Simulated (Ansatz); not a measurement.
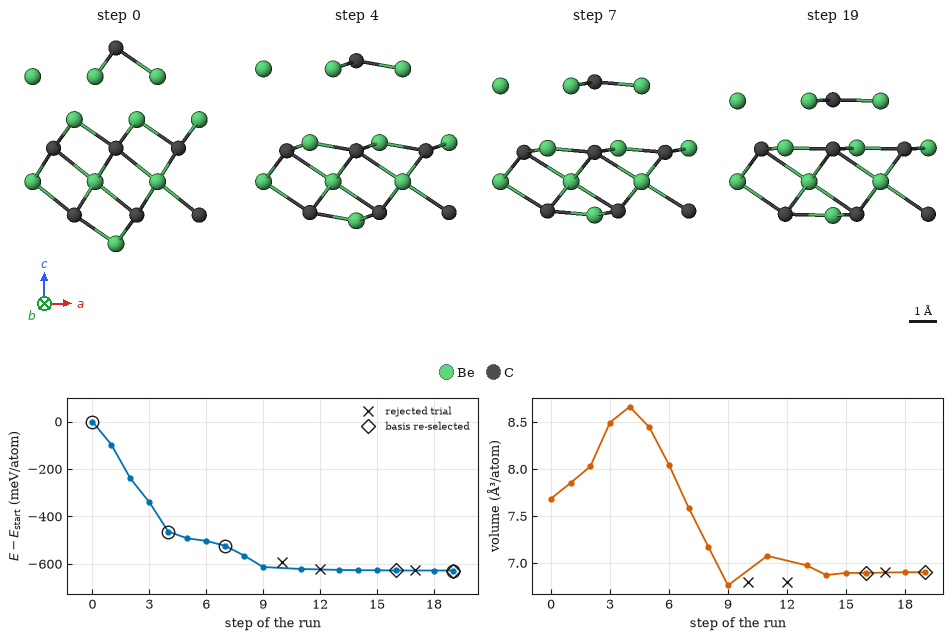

Frames of a relaxation of crystalline Be3C2 (built on the tetradymite_166 type) (coarse preliminary run), marked on the history of the run. The picture is a ball-and-stick view of the atoms within 4.2 Å of the atom that moves most (axes of the conventional cell (3 times the calculation's cell)), seen along the b axis. Lengths and directions refer to the drawn axes.

Case: tetradymite type (R-3m, No. 166).

Method: DFT r2SCAN, scalar-relativistic, plane waves, PAW in Ansatz. (plane-wave cutoff 500 eV; k-point mesh 6 × 6 × 6; occupations gaussian; smearing width 0.1 eV; no spin polarisation; cell and atoms relaxed; force threshold 0.04 eV/Å; at most 70 steps)

> What happens along the run?

The largest moves relative to the cell, 0.36 Å, are those of C atoms. Largest moves by element: C 0.36 Å, Be 0.32 Å. The volume changes by −10.2 %, with a = b 2.675 → 3.064 Å (+14.5 %), c 18.601 → 12.737 Å (−31.5 %). Some distances before and after: C–C 3.720 → 1.829 Å, Be–C 1.981 → 2.142 Å, Be–C 1.875 → 1.769 Å. Bond angles that change, for instance: Be–C–Be 91.0° → 119.9°, C–Be–C 91.0° → 119.9°, Be–C–Be 175.8° → 147.1°. The space group stays R-3m (No. 166). After 14 accepted moves (19 points after the start) the energy has fallen by 628 meV per atom. Largest force component: 2.7 eV/Å at the start, 0.0017 eV/Å at the end. The pressure goes from −2.63 to 0.04 GPa. The line search rejected the trial steps at points 10, 12, 17 of the run. At 2 points the geometry stayed and the basis and grid were re-selected for the new cell (energy shift of 1.0 meV per atom at most each time). The run took 59 s on 1 thread of Arm Neoverse V2 (shared host), peak memory 0.39 GiB. From step 0 to 4: Be atoms move most (0.64 Å), volume +12.7 %, energy −464 meV per atom. From step 4 to 7: C atoms move most (0.11 Å), volume −12.4 %, energy −60.2 meV per atom. From step 7 to 19: C atoms move most (0.24 Å), volume −9.0 %, energy −104 meV per atom.
